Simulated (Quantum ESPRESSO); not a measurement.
System: SnO, space group P4/nmm, 4 atoms in the cell.

Space group P4/nmm:1 (No. 129). a = 3.814 Å, b = 3.814 Å, c = 4.887 Å, α = 90.00°, β = 90.00°, γ = 90.00°
```tsv
atom	site	symmetry	x	y	z
Sn	2c	4mm	0.5000	0.0000	0.7646
O	2a	-4m2	0.0000	0.0000	0.0000
```

Quantum ESPRESSO 7.5; PBE, GBRV 1.5 PBE, no spin polarisation, no spin-orbit coupling, 7×7×6 k mesh, 925 eV cutoff, Fermi-Dirac smearing of 0.05 eV.

What will the band structure look like? The path is Γ–X–M–Γ–Z–R–A–Z|X–R|M–A.

A semiconductor. The gap along this path is 0.16 eV and indirect, from the valence-band top between Γ and X to the conduction-band bottom at M; the smallest direct gap is 2.04 eV, between Γ and Z. At Γ the top valence band lies only 0.01 eV lower. The top valence band spans 2.7 eV and the lowest conduction band 3.0 eV. The direct gaps are 5.82 eV at X, 3.91 eV at Z and 4.89 eV at A.

LDA, GGA and most meta-GGA functionals understate gaps. The cell is at 4 GPa in this functional. The usual form of SnO is litharge (tetragonal).

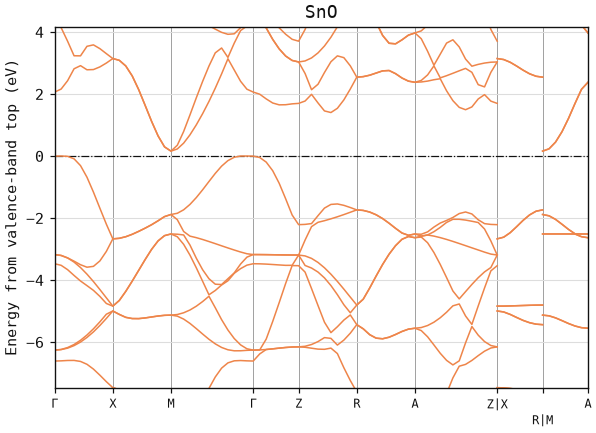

Band structure. Energies are counted from the top of the valence band.
